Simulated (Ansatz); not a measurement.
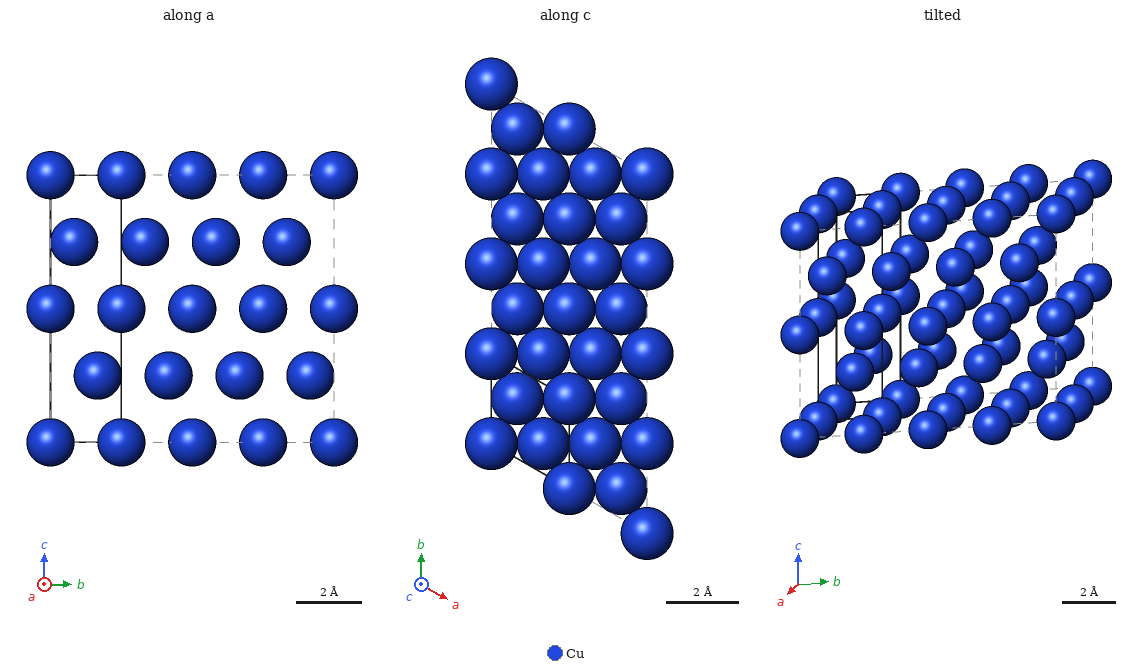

We look at a spheres-only model of the crystal along the a axis, along the c axis and slightly off an axis. The solid box is one conventional unit cell, and 2×4×1 cells are shown.

Describe this structure.

The element is copper. Its lattice is primitive hexagonal, its space group P6_3/mmc (No. 194). Its structure type: double hexagonal close-packed (α-La type). The cell holds four atoms. Each Cu is bonded to twelve Cu at about 2.5 Å.

Starting structure: a structure listed in the Materials Project. Earlier steps of the study, as a rule a relaxation of our own, may have changed the cell and positions, so they can lie some per cent off the listed ones. It was run through Ansatz as a DFT input.
